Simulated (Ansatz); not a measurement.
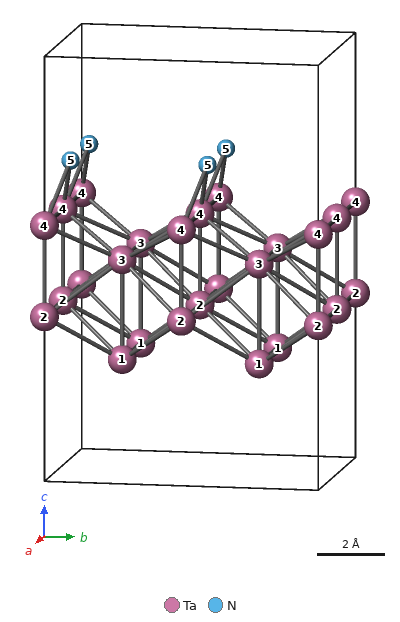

Fig. 1: The starting structure (ball-and-stick view of the 2 × 2 repeat of the cell, with the vacuum cut short, seen slightly off an axis; atoms are numbered from 1 in the order of the input). An atom can appear more than once, as a periodic image.

# Geometry relaxation of Ta$_{4}$N (part 1 of 2)

Ta$_{4}$N (slab, 5 atoms in the cell), computed with DFT PBEsol, scalar-relativistic, plane waves, PAW, PAW set soft_1, no spin polarisation (Ansatz 0.2.0).

The structure derives from an entry of the Crystallography Open Database. The input holds or restrains some coordinates. Forces given for the steps count only the free coordinates. Figures and captions count atoms from 1; the log counts them from 0 in places.

Input
```yaml
crystal:
  lattice:
    - [2.9524503659, 0.0, 0.0]
    - [0.0, 4.1753953497, 0.0]
    - [0.0, 0.0, 19.7503089619]
  atoms:
    - { symbol: Ta, position: [0.5, 0.5, 0.2025284773] }
    - { symbol: Ta, position: [0.0, 0.0, 0.2772728869] }
    - { symbol: Ta, position: [0.5, 0.5, 0.356012854] }
    - { symbol: Ta, position: [0.0, 0.0, 0.4177306278] }
    - { symbol: "N", position: [0.3333333333, 0.1, 0.5017799459] }
basis:
  ecutwfc: 420
kpoints:
  mp_grid: { grid: [9, 7, 1] }
hamiltonian:
  xc: pbesol
  pseudopotentials: { kind: paw, azcp: { folder: soft_1 } }
scf:
  occupations: { method: gaussian, width: 0.1 }
output:
  forces: true
  eigenvalues: true
  write_density: true
  write_potential: true
  elf: true
  volumetric_format: npy
relax:
  adjacent_minimum: "off"
  f_tol: 0.025
  max_steps: 16
  constraints: [{ sites: [0, 1, 2, 3] }, { sites: [4], fix: xy }]
efield:
  axis: 3
  dipole_correction: true
  ramp_width: 0.04
```

Command:
```bash
ansatz run input.yaml --threads 2 --pin off --max-ram 6144MiB --backend cpu --events-out ev --progress --plain --runs-dir out
```

Output
```
Warning: [file] the record states the generating functional pbe (its physics header spells it `PBE`), which answers neither for hamiltonian.xc's functional nor for the pbesol family's — results may be inconsistent (PPs are generated against a specific XC)
Warning: [file] the record states the generating functional pbe (its physics header spells it `PBE`), which answers neither for hamiltonian.xc's functional nor for the pbesol family's — results may be inconsistent (PPs are generated against a specific XC)
Engine: ansatz 0.2.0, aarch64-unknown-linux-gnu
Pseudopotentials: kind: paw
Pseudopotential: Ta, paw, valence charge 13, recommended cutoff 420 eV (normal), [file]
Pseudopotential: N, paw, valence charge 5, recommended cutoff 420 eV (normal), [file]
Functional definition: PBEsol
  exchange = pbesol_x
  correlation = pbesol_c
Crystal: 5 atoms, lattice volume = 243.475 Å³
Basis set: ecut = 420 eV, 4727 PW (Γ), exchange–correlation on 40×60×270 points (8 copies of the dense FFT grid, shifted against one another)
Bands: 35, of which v1, the nominal top of the filled ones, is band 29 counted from 1 (28 counted from 0)
Symmetry: 1 space group operations
Space group: P1 (ITA 1), of the structure as read, at distance tolerance 6.2e-5 Å
k-points: 32 of 63 (time reversal used)
Non-local potential: Ta, projectors of the file, l = 0: 3, l = 1: 2, l = 2: 2, l = 3: 1
Non-local potential: N, projectors of the file, l = 0: 2, l = 1: 2, l = 2: 1
PAW form: soft (Blöchl's): semilocal exchange-correlation on the pseudo side does not see the compensation charge
PAW frozen core: Ta, regenerated for the run's functional, and the local potential with it (the file was generated under x = pbe(κ = 0.804, μ = 0.2195149727645171), c = pbe(β = 0.06672455060314922))
PAW frozen core: N, regenerated for the run's functional, and the local potential with it (the file was generated under x = pbe(κ = 0.804, μ = 0.2195149727645171), c = pbe(β = 0.06672455060314922))
PAW one-centre angular grid: Ta, 590 points (default); XC on 64 Gauss nodes
PAW one-centre angular grid: N, 110 points (default); XC on 64 Gauss nodes
Initial density: superposition of atomic densities (neutral atoms: chi_scale 0, normalization atom)
Initial wavefunctions: pseudopotential atomic-orbital guess
Functional: x = pbesol(κ = 0.804, μ = 0.12345679012345678), c = pbesol(β = 0.046)
SCF iter   1: F=—  HF=-39605.767845 eV  |F-HF|=—  |Δ(HF+E_count)|=         —  Δρ=6.01e-2  dr2=6.15e1  ethr=3.10e-3  p=0.000 e·Å  D=1.48e-7 V/Å  ΔV_dip=-0.00 eV  dr2_dipole=2.83e1  V_vac-E_F(+/−)=7.59/7.59 eV  ⟨swp⟩=8.8  Hψ=5739  notcnv=0
efield: sawtooth ramp at fractional position 0.8322 (placed from the atoms, in the widest stretch of the axis that holds none; the zero of the levels goes with the place), width 0.0400; the density the first Hamiltonian is built on has a dipole p = 0.000 e·Å; the dipole correction subtracts the counter field D = 1.48e-7 V/Å, which shifts the + side's vacuum level by -0.00 eV against the − side's; the planar-averaged density in the ramp window peaks in size at 9.2e-7 e/Å³
preconditioner: auto → LDOS  [metal: Δε(μ)=0.009 eV  Ē_g=4.937 eV  σ=0.100 eV  W_gap=0.05  n_scr=32 (ndim 8)  ℏωp=11.9 eV  f_vac=0.545  D(μ)=5.59/eV (n_scr^D=30)  β→1.0]
SCF iter   2: F=—  HF=-39604.201905 eV  |F-HF|=—  |Δ(HF+E_count)|=    1.57e0  Δρ=6.39e-2  dr2=7.39e1  ethr=3.10e-3  p=-0.487 e·Å  D=-3.62e-1 V/Å  ΔV_dip=7.15 eV  dr2_dipole=4.11e1  V_vac-E_F(+/−)=8.49/1.34 eV  ⟨swp⟩=5.3  Hψ=3141  notcnv=0  defer=42
SCF iter   3: F=—  HF=-39601.856070 eV  |F-HF|=—  |Δ(HF+E_count)|=    2.35e0  Δρ=1.20e-2  dr2=2.26e0  ethr=3.10e-3  p=-0.193 e·Å  D=-1.43e-1 V/Å  ΔV_dip=2.83 eV  dr2_dipole=1.06e0  V_vac-E_F(+/−)=7.63/4.80 eV  ⟨swp⟩=4.5  Hψ=3070  notcnv=0  defer=30
SCF iter   4: F=—  HF=-39601.733379 eV  |F-HF|=—  |Δ(HF+E_count)|=   1.23e-1  Δρ=3.99e-3  dr2=1.48e-1  ethr=3.10e-3  p=-0.236 e·Å  D=-1.76e-1 V/Å  ΔV_dip=3.47 eV  dr2_dipole=5.54e-2  V_vac-E_F(+/−)=7.70/4.23 eV  ⟨swp⟩=2.1  Hψ=1291  notcnv=0  defer=29
SCF iter   5: F=—  HF=-39601.723472 eV  |F-HF|=—  |Δ(HF+E_count)|=   9.91e-3  Δρ=2.32e-3  dr2=1.13e-1  ethr=2.60e-4  p=-0.264 e·Å  D=-1.96e-1 V/Å  ΔV_dip=3.87 eV  dr2_dipole=5.31e-2  V_vac-E_F(+/−)=7.69/3.82 eV  ⟨swp⟩=2.8  Hψ=1810  notcnv=0  defer=31
SCF iter   6: F=—  HF=-39601.721654 eV  |F-HF|=—  |Δ(HF+E_count)|=   1.82e-3  Δρ=1.15e-3  dr2=2.51e-2  ethr=1.99e-4  p=-0.263 e·Å  D=-1.95e-1 V/Å  ΔV_dip=3.86 eV  dr2_dipole=1.24e-2  V_vac-E_F(+/−)=7.69/3.84 eV  ⟨swp⟩=1.4  Hψ=1217  notcnv=0  defer=29
SCF iter   7: F=—  HF=-39601.721016 eV  |F-HF|=—  |Δ(HF+E_count)|=   6.37e-4  Δρ=3.09e-4  dr2=6.04e-4  ethr=4.41e-5  p=-0.261 e·Å  D=-1.94e-1 V/Å  ΔV_dip=3.83 eV  dr2_dipole=1.74e-4  V_vac-E_F(+/−)=7.68/3.85 eV  ⟨swp⟩=1.7  Hψ=1178  notcnv=0  defer=28
SCF iter   8: F=—  HF=-39601.721030 eV  |F-HF|=—  |Δ(HF+E_count)|=   1.35e-5  Δρ=1.53e-4  dr2=1.09e-4  ethr=1.06e-6  p=-0.262 e·Å  D=-1.95e-1 V/Å  ΔV_dip=3.84 eV  dr2_dipole=2.58e-5  V_vac-E_F(+/−)=7.68/3.84 eV  ⟨swp⟩=2.1  Hψ=1525  notcnv=0  defer=28
SCF iter   9: F=-39601.721025 eV  HF=-39601.721025 eV  |F-HF|=8.83e-9  |Δ(HF+E_count)|=   4.61e-6  Δρ=4.14e-5  dr2=3.46e-6  ethr=2.74e-8  p=-0.262 e·Å  D=-1.95e-1 V/Å  ΔV_dip=3.85 eV  dr2_dipole=5.99e-8  V_vac-E_F(+/−)=7.68/3.83 eV  ⟨swp⟩=23.0  Hψ=12870  notcnv=0
SCF 1 converged in 9 iterations: F = -39601.721025 eV  dr2 = 3.46e-6
  greatest PAW one-centre occupation: 0.999 electrons in one spin orbital (limit 2), on the Ta atom at site 1 (counted from 0), in its partial waves of l = 0
relax step   1: F+E_penalty+E_count = -39601.72102519 eV  Δ(F+E_penalty+E_count) = +0.000e0 eV  max|allowed force component| = 4.212e0 eV/Å  Δτ_max = 0.0000 Å  (9 SCF iters, dr2 threshold 1.56e-5 eV, accepted)
Initial density: handed on by an earlier stage of this run
Initial wavefunctions: those handed on with the density
iter 1 solved again at ethr=2.20e-3 eV; its pass at ethr=3.10e-3 eV (dr2=1.25e0 eV) is discarded
SCF iter   1: F=—  HF=-39602.453686 eV  |F-HF|=—  |Δ(HF+E_count)|=         —  Δρ=1.72e-2  dr2=1.36e0  ethr=2.20e-3  p=-0.262 e·Å  D=-1.95e-1 V/Å  ΔV_dip=3.85 eV  dr2_dipole=3.29e-1  V_vac-E_F(+/−)=7.73/3.88 eV  ⟨swp⟩=1.0  Hψ=3853  notcnv=0  defer=26
efield: sawtooth ramp at fractional position 0.8322 (handed on by an earlier solve), width 0.0400; the density the first Hamiltonian is built on has a dipole p = -0.262 e·Å; the dipole correction subtracts the counter field D = -1.95e-1 V/Å, which shifts the + side's vacuum level by +3.85 eV against the − side's; the planar-averaged density in the ramp window peaks in size at 3.6e-6 e/Å³
preconditioner: auto → LDOS  [metal: Δε(μ)=0.016 eV  Ē_g=4.434 eV  σ=0.100 eV  W_gap=0.09  n_scr=32 (ndim 8)  ℏωp=11.9 eV  f_vac=0.561  D(μ)=6.46/eV (n_scr^D=40)  β→1.0]
SCF iter   2: F=—  HF=-39602.354676 eV  |F-HF|=—  |Δ(HF+E_count)|=   9.90e-2  Δρ=4.41e-3  dr2=7.29e-2  ethr=2.20e-3  p=-0.237 e·Å  D=-1.76e-1 V/Å  ΔV_dip=3.48 eV  dr2_dipole=1.50e-2  V_vac-E_F(+/−)=7.29/3.81 eV  ⟨swp⟩=2.0  Hψ=1659  notcnv=0  defer=26
SCF iter   3: F=—  HF=-39602.352821 eV  |F-HF|=—  |Δ(HF+E_count)|=   1.85e-3  Δρ=1.90e-3  dr2=2.16e-2  ethr=1.28e-4  p=-0.242 e·Å  D=-1.80e-1 V/Å  ΔV_dip=3.55 eV  dr2_dipole=3.17e-3  V_vac-E_F(+/−)=7.39/3.84 eV  ⟨swp⟩=3.1  Hψ=2141  notcnv=0  defer=29
SCF iter   4: F=—  HF=-39602.350630 eV  |F-HF|=—  |Δ(HF+E_count)|=   2.19e-3  Δρ=6.18e-4  dr2=2.35e-3  ethr=3.78e-5  p=-0.240 e·Å  D=-1.79e-1 V/Å  ΔV_dip=3.53 eV  dr2_dipole=4.11e-4  V_vac-E_F(+/−)=7.36/3.83 eV  ⟨swp⟩=2.0  Hψ=1458  notcnv=0  defer=29
SCF iter   5: F=—  HF=-39602.350466 eV  |F-HF|=—  |Δ(HF+E_count)|=   1.64e-4  Δρ=1.50e-4  dr2=1.49e-4  ethr=4.13e-6  p=-0.239 e·Å  D=-1.78e-1 V/Å  ΔV_dip=3.51 eV  dr2_dipole=1.14e-5  V_vac-E_F(+/−)=7.34/3.83 eV  ⟨swp⟩=2.0  Hψ=1512  notcnv=0  defer=29
SCF iter   6: F=-39602.350454 eV  HF=-39602.350456 eV  |F-HF|=1.78e-6  |Δ(HF+E_count)|=   9.66e-6  Δρ=3.82e-5  dr2=5.57e-6  ethr=1.75e-7  p=-0.239 e·Å  D=-1.78e-1 V/Å  ΔV_dip=3.51 eV  dr2_dipole=4.30e-9  V_vac-E_F(+/−)=7.34/3.83 eV  ⟨swp⟩=21.6  Hψ=12859  notcnv=0
SCF 2 converged in 6 iterations: F = -39602.350454 eV  dr2 = 5.57e-6
relax step   2: F+E_penalty+E_count = -39602.35045413 eV  Δ(F+E_penalty+E_count) = -6.294e-1 eV  max|allowed force component| = 1.846e0 eV/Å  Δτ_max = 0.1950 Å  (6 SCF iters, dr2 threshold 1.00e-4 eV, accepted)
iter 1 solved again at ethr=3.36e-4 eV; its pass at ethr=3.10e-3 eV (dr2=1.92e-1 eV) is discarded
SCF iter   1: F=—  HF=-39602.447103 eV  |F-HF|=—  |Δ(HF+E_count)|=         —  Δρ=9.08e-3  dr2=2.06e-1  ethr=3.36e-4  p=-0.239 e·Å  D=-1.78e-1 V/Å  ΔV_dip=3.51 eV  dr2_dipole=1.76e-2  V_vac-E_F(+/−)=7.35/3.84 eV  ⟨swp⟩=1.9  Hψ=3973  notcnv=0  defer=30
efield: sawtooth ramp at fractional position 0.8322 (handed on by an earlier solve), width 0.0400; the density the first Hamiltonian is built on has a dipole p = -0.239 e·Å; the dipole correction subtracts the counter field D = -1.78e-1 V/Å, which shifts the + side's vacuum level by +3.51 eV against the − side's; the planar-averaged density in the ramp window peaks in size at 4.0e-6 e/Å³
preconditioner: auto → LDOS  [metal: Δε(μ)=0.016 eV  Ē_g=4.532 eV  σ=0.100 eV  W_gap=0.09  n_scr=32 (ndim 8)  ℏωp=11.9 eV  f_vac=0.566  D(μ)=5.63/eV (n_scr^D=30)  β→1.0]
SCF iter   2: F=—  HF=-39602.414844 eV  |F-HF|=—  |Δ(HF+E_count)|=   3.23e-2  Δρ=3.15e-3  dr2=2.71e-2  ethr=3.36e-4  p=-0.211 e·Å  D=-1.57e-1 V/Å  ΔV_dip=3.10 eV  dr2_dipole=2.60e-3  V_vac-E_F(+/−)=6.92/3.82 eV  ⟨swp⟩=2.7  Hψ=1743  notcnv=0  defer=30
SCF iter   3: F=—  HF=-39602.412277 eV  |F-HF|=—  |Δ(HF+E_count)|=   2.57e-3  Δρ=8.12e-4  dr2=3.44e-3  ethr=4.76e-5  p=-0.217 e·Å  D=-1.61e-1 V/Å  ΔV_dip=3.18 eV  dr2_dipole=4.15e-4  V_vac-E_F(+/−)=7.01/3.83 eV  ⟨swp⟩=3.0  Hψ=1901  notcnv=0  defer=30
SCF iter   4: F=—  HF=-39602.411862 eV  |F-HF|=—  |Δ(HF+E_count)|=   4.15e-4  Δρ=2.08e-4  dr2=2.04e-4  ethr=6.03e-6  p=-0.216 e·Å  D=-1.60e-1 V/Å  ΔV_dip=3.17 eV  dr2_dipole=2.01e-5  V_vac-E_F(+/−)=6.99/3.83 eV  ⟨swp⟩=2.7  Hψ=1742  notcnv=0  defer=30
SCF iter   5: F=-39602.411858 eV  HF=-39602.411866 eV  |F-HF|=8.24e-6  |Δ(HF+E_count)|=   3.99e-6  Δρ=6.32e-5  dr2=1.79e-5  ethr=1.75e-7  p=-0.215 e·Å  D=-1.60e-1 V/Å  ΔV_dip=3.16 eV  dr2_dipole=1.25e-6  V_vac-E_F(+/−)=6.99/3.82 eV  ⟨swp⟩=21.0  Hψ=12950  notcnv=0
SCF 3 converged in 5 iterations: F = -39602.411858 eV  dr2 = 1.79e-5
relax step   3: F+E_penalty+E_count = -39602.41185768 eV  Δ(F+E_penalty+E_count) = -6.140e-2 eV  max|allowed force component| = 1.038e0 eV/Å  Δτ_max = 0.1209 Å  (5 SCF iters, dr2 threshold 1.00e-4 eV, accepted)
SCF iter   1: F=—  HF=-39602.434573 eV  |F-HF|=—  |Δ(HF+E_count)|=         —  Δρ=2.70e-3  dr2=1.44e-2  ethr=3.70e-4  p=-0.215 e·Å  D=-1.60e-1 V/Å  ΔV_dip=3.16 eV  dr2_dipole=3.36e-4  V_vac-E_F(+/−)=6.98/3.82 eV  ⟨swp⟩=2.1  Hψ=2208  notcnv=0  defer=26
efield: sawtooth ramp at fractional position 0.8322 (handed on by an earlier solve), width 0.0400; the density the first Hamiltonian is built on has a dipole p = -0.215 e·Å; the dipole correction subtracts the counter field D = -1.60e-1 V/Å, which shifts the + side's vacuum level by +3.16 eV against the − side's; the planar-averaged density in the ramp window peaks in size at 4.1e-6 e/Å³
preconditioner: auto → LDOS  [metal: Δε(μ)=0.025 eV  Ē_g=4.436 eV  σ=0.100 eV  W_gap=0.14  n_scr=32 (ndim 8)  ℏωp=11.9 eV  f_vac=0.566  D(μ)=5.79/eV (n_scr^D=30)  β→1.0]
SCF iter   2: F=—  HF=-39602.431482 eV  |F-HF|=—  |Δ(HF+E_count)|=   3.09e-3  Δρ=1.04e-3  dr2=3.12e-3  ethr=2.52e-5  p=-0.224 e·Å  D=-1.67e-1 V/Å  ΔV_dip=3.29 eV  dr2_dipole=3.73e-4  V_vac-E_F(+/−)=7.12/3.83 eV  ⟨swp⟩=3.2  Hψ=2169  notcnv=0  defer=27
SCF iter   3: F=—  HF=-39602.431130 eV  |F-HF|=—  |Δ(HF+E_count)|=   3.52e-4  Δρ=1.93e-4  dr2=1.27e-4  ethr=5.48e-6  p=-0.223 e·Å  D=-1.66e-1 V/Å  ΔV_dip=3.27 eV  dr2_dipole=2.34e-6  V_vac-E_F(+/−)=7.10/3.83 eV  ⟨swp⟩=2.5  Hψ=1587  notcnv=0  defer=27
SCF iter   4: F=-39602.431118 eV  HF=-39602.431119 eV  |F-HF|=6.77e-7  |Δ(HF+E_count)|=   1.09e-5  Δρ=5.16e-5  dr2=8.95e-6  ethr=1.75e-7  p=-0.223 e·Å  D=-1.66e-1 V/Å  ΔV_dip=3.28 eV  dr2_dipole=2.99e-7  V_vac-E_F(+/−)=7.11/3.83 eV  ⟨swp⟩=19.1  Hψ=12903  notcnv=0
SCF 4 converged in 4 iterations: F = -39602.431118 eV  dr2 = 8.95e-6
relax step   4: F+E_penalty+E_count = -39602.43111804 eV  Δ(F+E_penalty+E_count) = -1.926e-2 eV  max|allowed force component| = 2.070e-2 eV/Å  Δτ_max = 0.0387 Å  (4 SCF iters, dr2 threshold 1.00e-4 eV, accepted)
iter 1 solved again at ethr=1.57e-8 eV; its pass at ethr=3.10e-3 eV (dr2=8.94e-6 eV) is discarded
SCF iter   1: F=—  HF=-39602.431098 eV  |F-HF|=—  |Δ(HF+E_count)|=         —  Δρ=5.16e-5  dr2=8.94e-6  ethr=1.57e-8  p=-0.223 e·Å  D=-1.66e-1 V/Å  ΔV_dip=3.28 eV  dr2_dipole=2.97e-7  V_vac-E_F(+/−)=7.11/3.83 eV  ⟨swp⟩=1.0  Hψ=3008  notcnv=0
efield: sawtooth ramp at fractional position 0.8322 (handed on by an earlier solve), width 0.0400; the density the first Hamiltonian is built on has a dipole p = -0.223 e·Å; the dipole correction subtracts the counter field D = -1.66e-1 V/Å, which shifts the + side's vacuum level by +3.28 eV against the − side's; the planar-averaged density in the ramp window peaks in size at 3.9e-6 e/Å³
preconditioner: auto → LDOS  [metal: Δε(μ)=0.023 eV  Ē_g=4.445 eV  σ=0.100 eV  W_gap=0.13  n_scr=32 (ndim 8)  ℏωp=11.9 eV  f_vac=0.566  D(μ)=5.81/eV (n_scr^D=30)  β→1.0]
SCF iter   2: F=—  HF=-39602.431123 eV  |F-HF|=—  |Δ(HF+E_count)|=   2.56e-5  Δρ=3.55e-5  dr2=6.17e-6  ethr=1.57e-8  p=-0.224 e·Å  D=-1.66e-1 V/Å  ΔV_dip=3.28 eV  dr2_dipole=2.30e-7  V_vac-E_F(+/−)=7.11/3.83 eV  ⟨swp⟩=2.0  Hψ=1810  notcnv=0
SCF iter   3: F=—  HF=-39602.431122 eV  |F-HF|=—  |Δ(HF+E_count)|=   1.16e-6  Δρ=9.26e-6  dr2=2.42e-7  ethr=1.08e-8  p=-0.224 e·Å  D=-1.66e-1 V/Å  ΔV_dip=3.28 eV  dr2_dipole=9.07e-11  V_vac-E_F(+/−)=7.11/3.83 eV  ⟨swp⟩=2.0  Hψ=1709  notcnv=0
SCF iter   4: F=-39602.431123 eV  HF=-39602.431123 eV  |F-HF|=1.90e-8  |Δ(HF+E_count)|=   5.16e-7  Δρ=2.68e-6  dr2=3.46e-8  ethr=1.75e-10  p=-0.224 e·Å  D=-1.66e-1 V/Å  ΔV_dip=3.28 eV  dr2_dipole=4.13e-10  V_vac-E_F(+/−)=7.11/3.83 eV  ⟨swp⟩=13.5  Hψ=9426  notcnv=0
SCF 5 converged in 4 iterations: F = -39602.431123 eV  dr2 = 3.46e-8
relax step   5: F+E_penalty+E_count = -39602.43112286 eV  Δ(F+E_penalty+E_count) = -4.829e-6 eV  max|allowed force component| = 2.195e-2 eV/Å  Δτ_max = 0.0000 Å  (4 SCF iters, accepted)
```

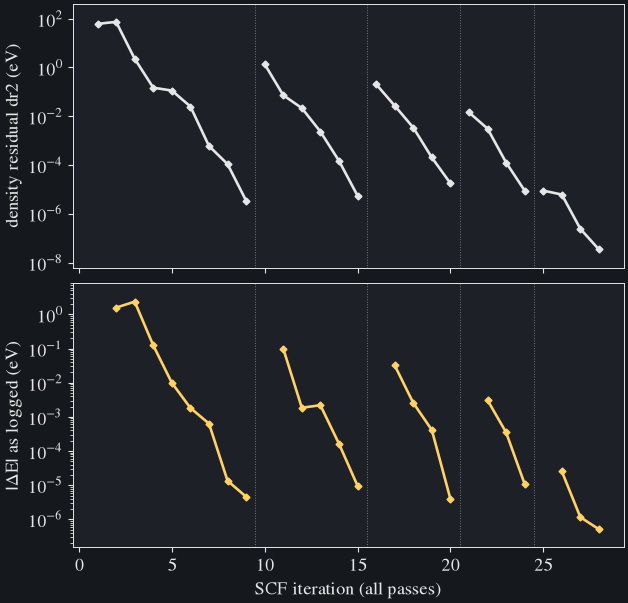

Fig. 2: Convergence of the self-consistent field: density residual dr2 and size of the energy change against the SCF iteration. The dotted lines part the SCF passes of the relaxation: geometry steps, rejected trials and re-solves on a re-selected basis. The 5 passes take 4 to 9 iterations each, 28 in all.
